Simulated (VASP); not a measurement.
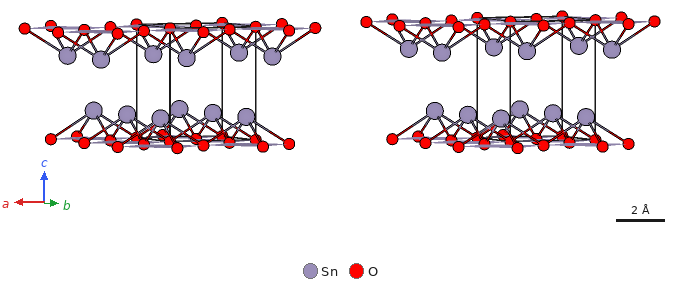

Two geometries of solid SnO (set up in P4/nmm), drawn at one scale. One is the start of a relaxation, the other its converged end. A polyhedral model of the cell of the calculation, repeated 2 × 2 × 1 with one cell outlined, seen from a free direction.

Computed with Kohn-Sham DFT of a periodic cell, HSE06, VASP PAW PBE potentials, recommended in VASP. Settings: plane-wave cutoff 520 eV; k-point mesh 4 × 4 × 4; occupations gaussian; smearing width 0.03 eV; no spin polarisation.

**Which geometry has the lower energy?**

The right one is the relaxed one. The run lets cell and atoms move. The energy falls by 10.7 meV per atom in 10 geometry steps. The largest force component goes from 0.66 to 0.0048 eV/Å. The pressure goes from −2.19 to 0.01 GPa. The largest moves relative to the cell, 0.080 Å, are those of Sn atoms. O stays in place. The volume changes by +4.0 %, with a = b 3.835 → 3.803 Å (−0.8 %), c 4.728 → 5.001 Å (+5.8 %). Near-neighbour distances that change, for instance: O–Sn 2.243 → 2.222 Å. The space group stays P4/nmm (No. 129).

Limits of the set-up: layers or molecules are held without a dispersion correction, so their spacing is unreliable.
